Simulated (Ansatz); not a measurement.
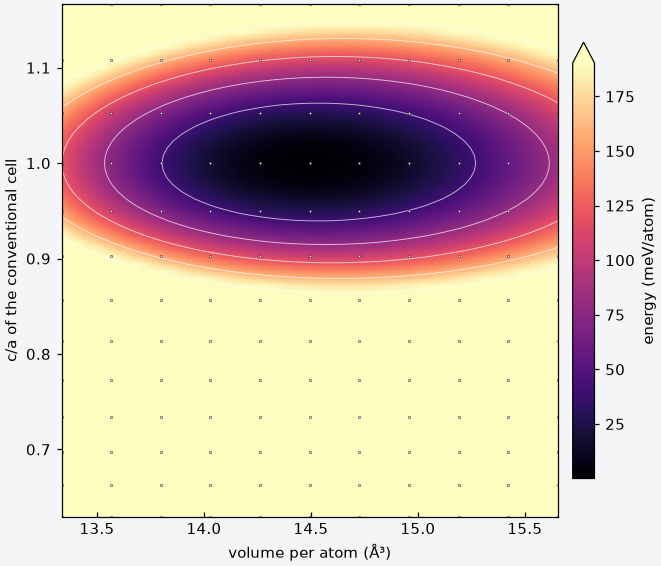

Ir (Fm-3m, No. 225; 1 atom in the cell). 
- The energy is mapped over volume and the cell's shape.
- The first coordinate is: volume per atom; the second: c/a of the conventional cell.
- Nothing is relaxed (symmetry fixes all fractional coordinates).
- The scan uses an 11 × 13 grid.
- Points are written as (first, second).
- Energies are in meV/atom, from the lowest grid point.
- Level of theory: DFT PBE, scalar-relativistic, plane waves, PAW (Ansatz 0.2.0). Settings: cutoff 420 eV, k-mesh 22×22×22, gaussian smearing 0.15 eV, no spin polarisation.

In the figure: a smooth colour map with a few white contour lines, dots at the grid points, one colour for all values above the top of the scale. Between grid points the surface is interpolated.

Question: Estimate the position of the minimum and the force constants in these coordinates.

Answer: The interpolated minimum is at volume per atom ≈ 14.494 Å³, c/a of the conventional cell ≈ 1.000. The curvatures there are about 0.15 eV/(Å³)² and 21 eV, with a cross term of about 0 eV/Å³ (per cell of 1 atoms). Round the minimum the two coordinates are nearly uncoupled.

PAW datasets: the set soft_1.
